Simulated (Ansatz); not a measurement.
**From Hf to Ge**

System: Hf (4 atoms in the cell).
Method of the first run: DFT LDA, scalar-relativistic, plane waves, PAW, no spin polarisation (Ansatz 0.2.0).
System of the second run: Ge (P6₃/mmc, 4 atoms in the cell).

On the first run: The structure was made by swapping elements on the sites of another compound; it need not be a known phase. On the second run: The structure was made by swapping elements on the sites of another compound; it need not be a known phase. It belongs to a series of runs on one base structure; here: Si -> Ge on all its sites, cell and atoms relaxed. Text and figures count atoms from 1; the logs count them from 0 in places.

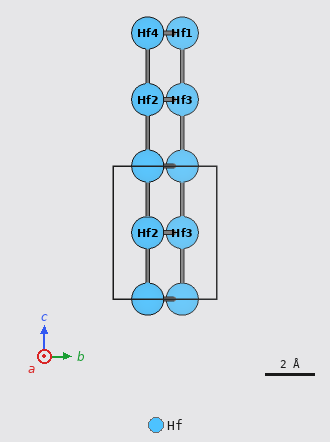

Figure 1. The structure as given in the input (ball-and-stick view of the cell of the calculation, repeated 1 × 1 × 2, along the a axis; atoms are numbered from 1 in the order of the input). Near neighbours in the crystal (not all of them lie inside the picture): Hf has 5 Hf at 2.72 to 2.83 Å.

**Input, the first run**
```yaml
crystal:
  lattice:
    - [4.8948308294, 0.0, 0.0]
    - [-2.4474154147, 4.2390478455, 0.0]
    - [0.0, 0.0, 5.4365990455]
  atoms:
    - { symbol: Hf, position: [0.3333333333, 0.6666666667, -0.0001408581] }
    - { symbol: Hf, position: [0.6666666667, 0.3333333333, 0.4998591419] }
    - { symbol: Hf, position: [0.3333333333, 0.6666666667, 0.5001408581] }
    - { symbol: Hf, position: [0.6666666667, 0.3333333333, 1.0001408581] }
basis:
  ecutwfc: 420
kpoints:
  mp_grid: { grid: [12, 12, 8] }
hamiltonian:
  xc: lda
scf:
  occupations: { method: gaussian, width: 0.1 }
output:
  forces: true
  stress: true
  eigenvalues: true
relax:
  adjacent_minimum: "off"
  f_tol: 0.01
  max_steps: 60
  cell: { stress_tol: 0.1 }
```

Launched with:
```bash
ansatz run input.yaml --threads 1 --pin off --max-ram 2560MiB --backend cpu --events-out ev --progress --plain --runs-dir out
```

Hardware: 1 thread of Oxide Virtual Turin-like (Zen 5), 32 GiB of memory available, shared host.

**Output, shortened to warnings, some set-up lines, iterations and results (the first run)**
```
Basis set: ecut = 420 eV, 2197 PW (Γ)
Symmetry: 24 space group operations
k-points: 95 of 1152
Initial density: superposition of atomic densities (neutral atoms: chi_scale 0, normalization atom), corrected by the library's trained network
[...]
SCF iter   1: F=—  HF=-61900.464912 eV  |F-HF|=—  |Δ(HF+E_count)|=         —  Δρ=5.56e-3  dr2=5.60e-2  ethr=1.77e-3  ⟨swp⟩=4.4  Hψ=17841  notcnv=0  defer=7
SCF iter   2: F=—  HF=-61900.451117 eV  |F-HF|=—  |Δ(HF+E_count)|=   1.38e-2  Δρ=2.18e-3  dr2=4.51e-3  ethr=5.38e-5  ⟨swp⟩=2.0  Hψ=10367  notcnv=0  defer=18
SCF iter   3: F=—  HF=-61900.455179 eV  |F-HF|=—  |Δ(HF+E_count)|=   4.06e-3  Δρ=2.22e-3  dr2=5.42e-3  ethr=4.34e-6  ⟨swp⟩=3.0  Hψ=12592  notcnv=0  defer=18
SCF iter   4: F=—  HF=-61900.447842 eV  |F-HF|=—  |Δ(HF+E_count)|=   7.34e-3  Δρ=3.19e-4  dr2=8.04e-5  ethr=4.34e-6  ⟨swp⟩=2.1  Hψ=10524  notcnv=0  defer=18
SCF iter   5: F=—  HF=-61900.447819 eV  |F-HF|=—  |Δ(HF+E_count)|=   2.32e-5  Δρ=6.10e-5  dr2=3.73e-6  ethr=7.73e-8  ⟨swp⟩=2.1  Hψ=10490  notcnv=0  defer=18
[... 20 lines ...]
SCF iter   1: F=—  HF=-61900.447934 eV  |F-HF|=—  |Δ(HF+E_count)|=         —  Δρ=2.19e-6  dr2=8.54e-10  ethr=4.17e-8  ⟨swp⟩=3.9  Hψ=36837  notcnv=0
SCF iter   2: F=—  HF=-61900.447931 eV  |F-HF|=—  |Δ(HF+E_count)|=   3.01e-6  Δρ=1.56e-6  dr2=1.84e-9  ethr=1.00e-12  ⟨swp⟩=4.4  Hψ=19232  notcnv=0
SCF iter   3: F=-61900.447931 eV  HF=-61900.447931 eV  |F-HF|=2.26e-10  |Δ(HF+E_count)|=   4.79e-9  Δρ=4.00e-7  dr2=1.38e-10  ethr=1.00e-12  ⟨swp⟩=5.2  Hψ=33254  notcnv=0
SCF 4 converged in 3 iterations: F = -61900.447931 eV  dr2 = 1.38e-10
relax step   4: F+E_penalty+E_count = -61900.44793088 eV  Δ(F+E_penalty+E_count) = +3.759e-5 eV  max|allowed force component| = 9.139e-5 eV/Å  Δτ_max = 0.0000 Å  P = -0.003 …
basis re-selected at this cell: Δ(F+E_penalty+E_count) = +3.759e-5 eV, ΔP = +0.000 GPa vs the last step (what re-selecting the basis moved, of the pressure what is left beyond the Pulay correction that the steps carried, after the strain that the cell walked since its last selection, with what the …
SCF converged after 3 iterations
Free energy (F): -61900.447931 eV
Harris-Foulkes:  -61900.447931 eV  (|F-HF|=2.26e-10)
Internal energy: -61900.413631 eV  (E = F + TS)
E sigma→0 (E₀):  -61900.430781 eV
Entropy (-TS):   -0.034300 eV (-8.575 meV/atom)
Fermi energy:    14.283341 eV
--- Per-component energies (eV) ---
  E_band       = -404.724334
  E_kinetic    = 1716.966603
  E_local      = -25598.840540  (includes V_loc(G=0)·N_el)
  E_nonlocal   = -4929.276277
  E_hartree    = 11915.695314
  E_xc         = -1192.329006
  E_vxc        = -1068.589390  (∫ρ·V_xc dr)
  E_paw        = -26748.108246  (= ΣΔE_a)
  E_vpaw       = 5643.626977  (= ΣTr[D̂ρ^β])
  E_aug_tail   = -0.000006  (compensation charges beyond the density's cutoff)
  E_ewald      = -17074.350443
  E_core_change = 9.828970  (= ΣΔE_core)
  E_smearing   = -0.034300  (= −TS)
  E_closure    = -0.000000  (closes the sum)
  Σ components = -61900.447931   (vs F -61900.447931, Δ=0.00e0)
--- Forces (eV/Å), atoms counted from 1 ---
  atom   1  Hf     0.00000000     0.00000000    -0.00009139
  atom   2  Hf     0.00000000    -0.00000000    -0.00009139
  atom   3  Hf     0.00000000     0.00000000     0.00009139
  atom   4  Hf     0.00000000    -0.00000000     0.00009139
  max |Σ_I F_I| component: 5.55e-17 eV/Å
--- Stress (GPa, compression-positive) ---
       -0.013777      -0.000000       0.000000
        0.000000      -0.013777       0.000000
        0.000000       0.000000       0.018741
  P = ⅓ Tr σ = -0.0029 GPa (-0.029 kbar)
--- Relaxed structure (3 steps of the walk, 2 accepted, 1 SCFs on fresh bases) ---
  F+E_penalty+E_count = -61900.44793088 eV   max|allowed force component| = 9.139e-5 eV/Å   (the final SCF, on the basis selected at the relaxed cell)
  cell:  # Å, volume = 112.6024 Å³
    - [4.8907547550760855, 0.0, 0.0]
    - [-2.4453773775380427, 4.23551786157543, 0.0]
    - [0.0, 0.0, 5.435822238933432]
  atoms:
    - { symbol: Hf, position: [0.33333333333333326, 0.6666666666666665, 5.90870721508725e-7] }
[...]
```

For the second run the input was changed thus:
```diff
-    - [4.8948308294, 0.0, 0.0]
-    - [-2.4474154147, 4.2390478455, 0.0]
-    - [0.0, 0.0, 5.4365990455]
+    - [3.9587066694, 0.0, 0.0]
+    - [-1.9793533347, 3.4283405419, 0.0]
+    - [0.0, 0.0, 6.5315521542]
-    - { symbol: Hf, position: [0.3333333333, 0.6666666667, -0.0001408581] }
-    - { symbol: Hf, position: [0.6666666667, 0.3333333333, 0.4998591419] }
-    - { symbol: Hf, position: [0.3333333333, 0.6666666667, 0.5001408581] }
-    - { symbol: Hf, position: [0.6666666667, 0.3333333333, 1.0001408581] }
+    - { symbol: Ge, position: [0.3333333333, 0.6666666667, 0.0628619169] }
+    - { symbol: Ge, position: [0.6666666667, 0.3333333333, 0.5628619169] }
+    - { symbol: Ge, position: [0.3333333333, 0.6666666667, 0.4371380831] }
+    - { symbol: Ge, position: [0.6666666667, 0.3333333333, 0.9371380831] }
```

What does this change do to the results?

The total energies belong to different systems, so their difference says nothing on which is more stable or more accurate. The volume per atom goes from 28.15 to 22.16 Å³. The SCF takes 12 iterations over all geometry steps against 22. On the same kind of shared host the second run took about 0.25 times as long.

**Output, shortened to warnings, some set-up lines, iterations and results (the second run)**
```
Basis set: ecut = 420 eV, 1761 PW (Γ)
Symmetry: 24 space group operations
k-points: 95 of 1152
Initial density: superposition of atomic densities (neutral atoms: chi_scale 0, normalization atom), corrected by the library's trained network
[...]
SCF iter   1: F=—  HF=-16862.820187 eV  |F-HF|=—  |Δ(HF+E_count)|=         —  Δρ=4.69e-3  dr2=8.04e-3  ethr=1.77e-3  ⟨swp⟩=5.7  Hψ=12246  notcnv=0  defer=1
SCF iter   2: F=—  HF=-16862.815342 eV  |F-HF|=—  |Δ(HF+E_count)|=   4.84e-3  Δρ=2.88e-3  dr2=3.14e-3  ethr=1.44e-5  ⟨swp⟩=1.0  Hψ=3998  notcnv=0  defer=1
SCF iter   3: F=—  HF=-16862.814879 eV  |F-HF|=—  |Δ(HF+E_count)|=   4.63e-4  Δρ=6.89e-4  dr2=2.44e-4  ethr=5.61e-6  ⟨swp⟩=2.0  Hψ=5145  notcnv=0  defer=1
SCF iter   4: F=—  HF=-16862.814779 eV  |F-HF|=—  |Δ(HF+E_count)|=   9.99e-5  Δρ=3.47e-4  dr2=4.43e-5  ethr=4.35e-7  ⟨swp⟩=2.0  Hψ=5764  notcnv=0  defer=1
SCF iter   5: F=—  HF=-16862.814651 eV  |F-HF|=—  |Δ(HF+E_count)|=   1.28e-4  Δρ=8.32e-5  dr2=6.21e-6  ethr=7.91e-8  ⟨swp⟩=2.0  Hψ=5764  notcnv=0  defer=1
[...]
SCF 1 converged in 8 iterations: F = -16862.814651 eV  dr2 = 1.67e-9
[...]
SCF iter   2: F=—  HF=-16862.814651 eV  |F-HF|=—  |Δ(HF+E_count)|=   1.79e-7  Δρ=1.09e-6  dr2=1.08e-9  ethr=4.96e-12  ⟨swp⟩=3.0  Hψ=8324  notcnv=0
SCF iter   3: F=—  HF=-16862.814651 eV  |F-HF|=—  |Δ(HF+E_count)|=  3.49e-10  Δρ=6.98e-7  dr2=6.75e-10  ethr=1.93e-12  ⟨swp⟩=2.0  Hψ=5130  notcnv=0
SCF iter   4: F=-16862.814651 eV  HF=-16862.814651 eV  |F-HF|=1.49e-10  |Δ(HF+E_count)|=  1.46e-11  Δρ=4.12e-7  dr2=1.40e-10  ethr=1.00e-12  ⟨swp⟩=2.7  Hψ=12207  notcnv=0
SCF 2 converged in 4 iterations: F = -16862.814651 eV  dr2 = 1.40e-10
relax step   2: F+E_penalty+E_count = -16862.81465129 eV  Δ(F+E_penalty+E_count) = -2.365e-10 eV  max|allowed force component| = 1.808e-4 eV/Å  Δτ_max = 0.0000 Å  P = +0.028 …
basis re-selected at this cell: Δ(F+E_penalty+E_count) = -2.365e-10 eV, ΔP = -0.000 GPa vs the last step (what re-selecting the basis moved, of the pressure what is left beyond the Pulay correction that the steps carried, after the strain that the cell walked since its last selection, with what the …
SCF converged after 4 iterations
Free energy (F): -16862.814651 eV
Harris-Foulkes:  -16862.814651 eV  (|F-HF|=1.49e-10)
Internal energy: -16862.814032 eV  (E = F + TS)
E sigma→0 (E₀):  -16862.814341 eV
Entropy (-TS):   -0.000620 eV (-0.155 meV/atom)
Fermi energy:    8.633219 eV
--- Per-component energies (eV) ---
  E_band       = -606.185646
  E_kinetic    = 449.292825
  E_local      = -9856.316709  (includes V_loc(G=0)·N_el)
  E_nonlocal   = 1687.145484
  E_hartree    = 4322.257981
  E_xc         = -301.748359
  E_vxc        = -261.732725  (∫ρ·V_xc dr)
  E_paw        = -7765.825324  (= ΣΔE_a)
  E_vpaw       = -1269.092562  (= ΣTr[D̂ρ^β])
  E_aug_tail   = 0.001074  (compensation charges beyond the density's cutoff)
  E_ewald      = -5405.254308
  E_core_change = 7.633305  (= ΣΔE_core)
  E_smearing   = -0.000620  (= −TS)
  E_closure    = 0.000000  (closes the sum)
  Σ components = -16862.814651   (vs F -16862.814651, Δ=0.00e0)
--- Forces (eV/Å), atoms counted from 1 ---
  atom   1  Ge    -0.00000000    -0.00000000     0.00018080
  atom   2  Ge     0.00000000     0.00000000     0.00018080
  atom   3  Ge    -0.00000000    -0.00000000    -0.00018080
  atom   4  Ge    -0.00000000     0.00000000    -0.00018080
  max |Σ_I F_I| component: 5.32e-17 eV/Å
--- Stress (GPa, compression-positive) ---
        0.023402       0.000000       0.000000
       -0.000000       0.023402       0.000000
        0.000000       0.000000       0.038128
  P = ⅓ Tr σ = 0.0283 GPa (0.283 kbar)
--- Relaxed structure (1 steps of the walk, 1 accepted, 1 SCFs on fresh bases) ---
  F+E_penalty+E_count = -16862.81465129 eV   max|allowed force component| = 1.808e-4 eV/Å   (the final SCF, on the basis selected at the relaxed cell)
  cell:  # Å, volume = 88.6449 Å³
    - [3.9587066694396724, 0.0, 0.0]
    - [-1.9793533347198362, 3.4283405418656425, 0.0]
    - [0.0, 0.0, 6.5315521542]
  atoms:
    - { symbol: Ge, position: [0.3333333333333333, 0.6666666666666666, 0.0628619169] }
[...]
```

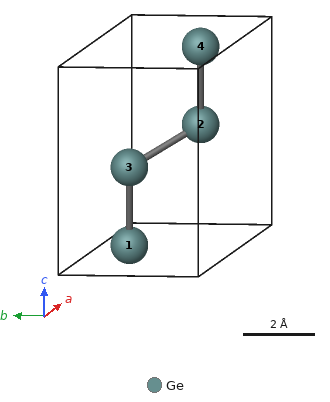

Figure 2. The input structure of the second run (ball-and-stick view of the cell of the calculation, seen at an oblique angle; atoms are numbered from 1 in the order of the input).

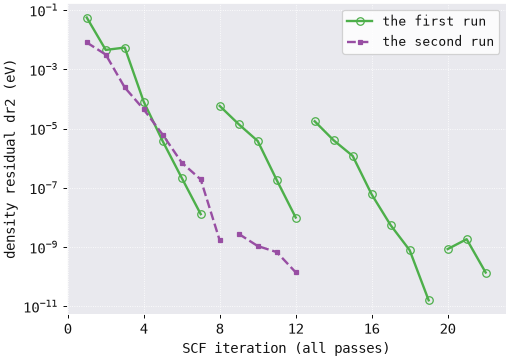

Figure 3. Convergence of the two runs: density residual dr2 against the SCF iteration. A break in a curve parts two SCF passes. The first run takes 22 iterations in all, and the second run takes 12.

**The two runs side by side**

| quantity | the first run | the second run |
| --- | --- | --- |
| outcome | converged | converged |
| free energy per atom (eV) | −15475.1120 | −4215.7037 |
| energy per atom, smearing taken to zero (eV) | −15475.1077 | −4215.7036 |
| gap on the mesh (eV) | 0.00 | 0.00 |
| pressure (GPa) | 0.00 | 0.03 |
| volume per atom (Å³) | 28.15 | 22.16 |
| largest force (eV/Å) | 0.000 | 0.000 |
| SCF iterations | 22 | 12 |
| irreducible k-points | 95 | 95 |
| wall time (shared host) | 2.1 min | 32 s |

For the first run: Spin–orbit coupling is left out, which matters for Hf.
